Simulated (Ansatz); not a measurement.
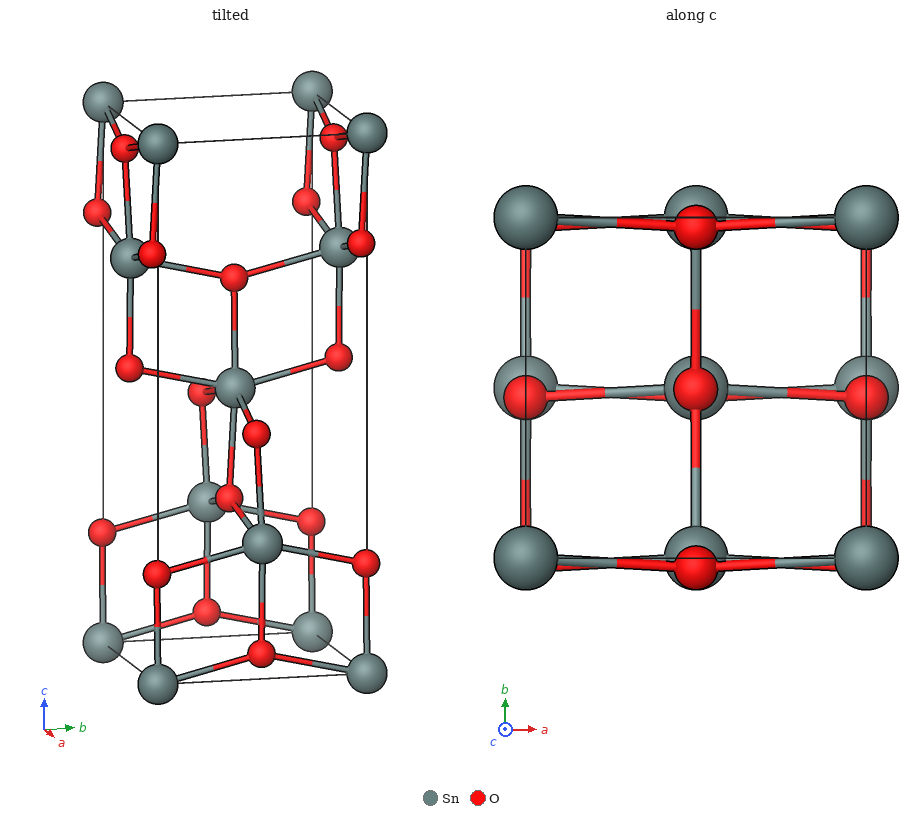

Structure drawing (ball-and-stick), viewed slightly off an axis and along the c axis. The parallelepiped is the drawn cell (a repeat of the simulation cell).

SnO2, a = 4.00 Å, b = 4.00 Å, c = 10.20 Å, α = 90.00°, β = 90.00°, γ = 90.00°.

Computational set-up: DFT r2SCAN, scalar-relativistic, plane waves, PAW (Ansatz 0.2.0), plane-wave cutoff 500 eV, k-points about 0.22 Å⁻¹ apart, Gaussian smearing of 0.05 eV, no spin polarisation.

Predict the gap.

Answer. A semiconductor at this level, with a gap of 2.32 eV on the k-mesh (the true edges may lie between mesh points, so the gap can be somewhat smaller).

What is the computed pressure?

Answer. The computed pressure is -0.1 GPa, close to zero.

Its origin is a structure listed in the Materials Project. The cell was then strained or its atoms displaced on purpose. It went into a calculation with Ansatz.
